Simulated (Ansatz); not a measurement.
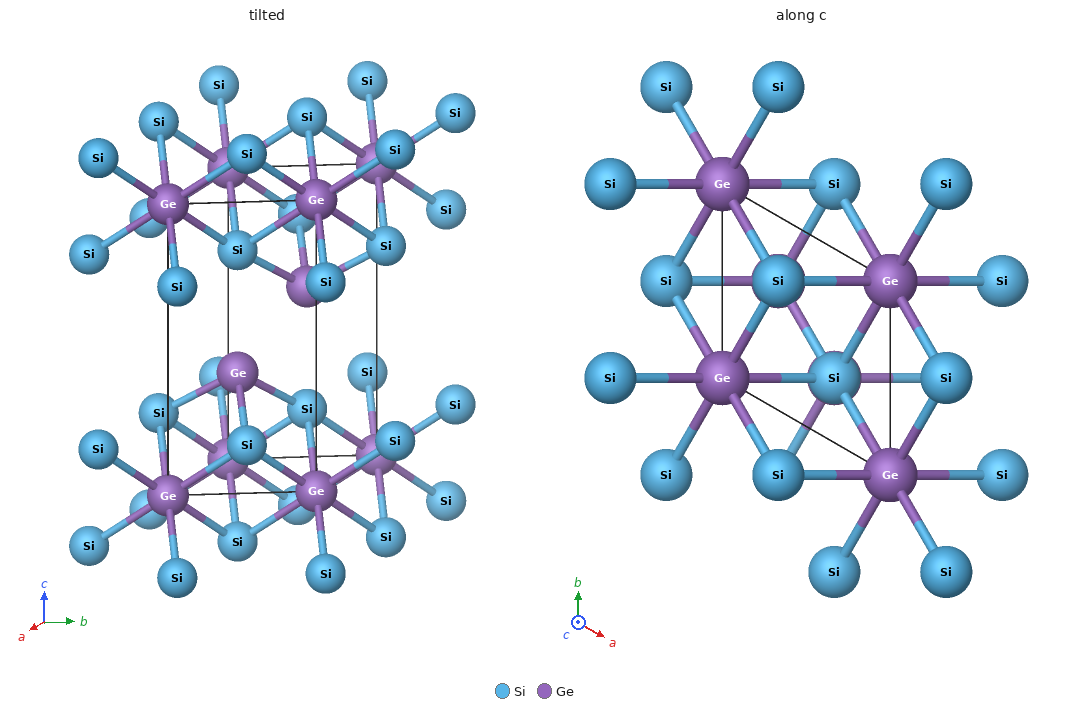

Ball-and-stick drawing of the structure, looking slightly off an axis and along the c axis. The parallelepiped is the conventional unit cell. Some atoms of the next cells are drawn as well. Cell: a = 3.78 Å, b = 3.78 Å, c = 7.67 Å, α = 90.00°, β = 90.00°, γ = 120.00°.

The structure comes from a structure type filled with these elements by a generator (whether the compound takes this form wasn't checked). Earlier steps of the study may have refined or changed the cell and positions. It went into a calculation with Ansatz.

Summary of the structure:

The formula is Si2Ge3. Space group P-3m1 (No. 164), lattice primitive hexagonal. Counting shared atoms by their share gives 2 Si, 3 Ge, or 5 atoms. Each Si has six Ge in an octahedral arrangement at about 2.5 to 2.7 Å. Ge takes two kinds of site: 2d with three Si in a trigonal pyramidal arrangement at about 2.5 Å; 1a with six Si in an octahedral arrangement at about 2.7 Å. The bonds build Si2Ge3 layers parallel to (001).

Computational set-up: DFT PBE, scalar-relativistic, plane waves, PAW (Ansatz 0.2.0), a 420 eV plane-wave basis, a 12×12×6 k-point grid, Gaussian smearing of 0.1 eV, no spin polarisation.

What is the electronic character?

A metal: bands cross the Fermi level.

What are the atomic charges by Bader's partition?

Si +0.02 e; Ge -0.03 to +0.01 e.

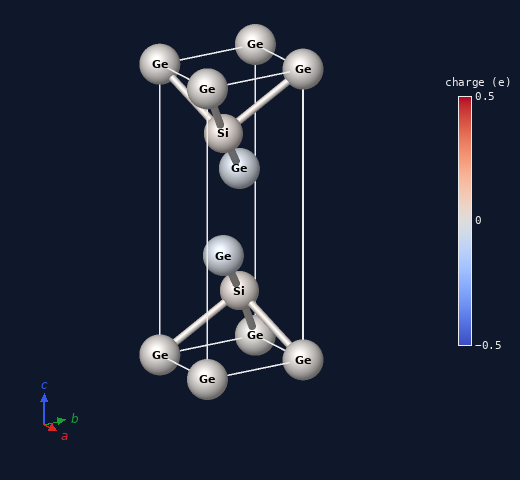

The atoms coloured by those charges. The run's cell of 5 atoms is drawn.

Is the structure relaxed at this level of theory?

Yes. All forces vanish to within 0.01 eV/Å. The pressure is 0.0 GPa, close to zero.
